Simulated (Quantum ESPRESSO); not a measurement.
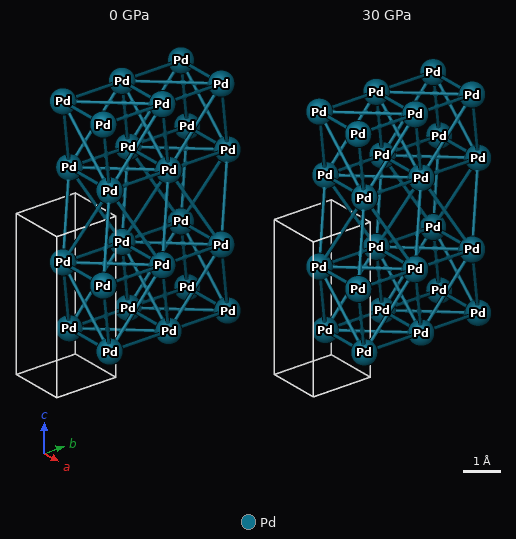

Solid Pd (set up in P6_3/mmc), relaxed (cell and atoms) at several target pressures. The picture shows the first and the last member. A ball-and-stick model of the cell of the calculation, repeated 2 × 3 × 2 with one cell outlined, seen slightly off an axis.

Computed with Quantum ESPRESSO 7.5: PBEsol, GBRV 1.5 PBEsol. Set-up: plane-wave cutoff 707.5 eV; k-point mesh 11 × 11 × 6; occupations fermi-dirac; smearing width 0.05 eV; no spin polarisation.

```json
{"pressure (GPa)": "0", "volume (Å³/atom)": "14.681", "a (Å)": "2.730", "c (Å)": "4.548"}
{"pressure (GPa)": "2", "volume (Å³/atom)": "14.541", "a (Å)": "2.722", "c (Å)": "4.532"}
{"pressure (GPa)": "5", "volume (Å³/atom)": "14.346", "a (Å)": "2.710", "c (Å)": "4.511"}
{"pressure (GPa)": "10", "volume (Å³/atom)": "14.053", "a (Å)": "2.692", "c (Å)": "4.479"}
{"pressure (GPa)": "20", "volume (Å³/atom)": "?", "a (Å)": "?", "c (Å)": "?"}
{"pressure (GPa)": "30", "volume (Å³/atom)": "13.153", "a (Å)": "2.634", "c (Å)": "4.377"}
```

Question: Fill in the missing row.

Answer: Murnaghan's form V = V₀(1 + B′P/B₀)^(−1/B′), with V₀ = 14.681 Å³ from the row at zero pressure, fits the other rows with B₀ = 204 GPa and B′ = 5.03 (largest miss 0.002 Å³). At 20 GPa it gives 14.681 × (1 + 5.03 × 20/204)^(−1/5.03) = 13.556 Å³ per atom. The calculation gives 13.559 Å³/atom (a = 2.661 Å, c = 4.423 Å). The estimate is 0.003 Å³/atom too low. From the first member to the last: Pd–Pd 2.767 → 2.665 Å, Pd–Pd 2.730 → 2.634 Å.

The whole series:

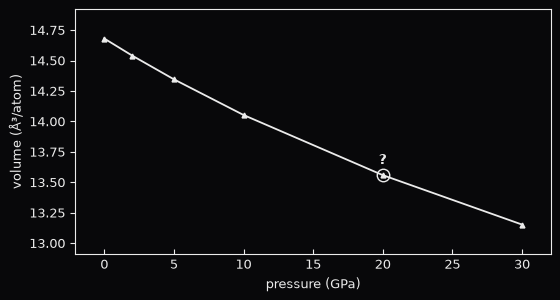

Each member starts from this one structure; whether another phase lies lower wasn't checked.
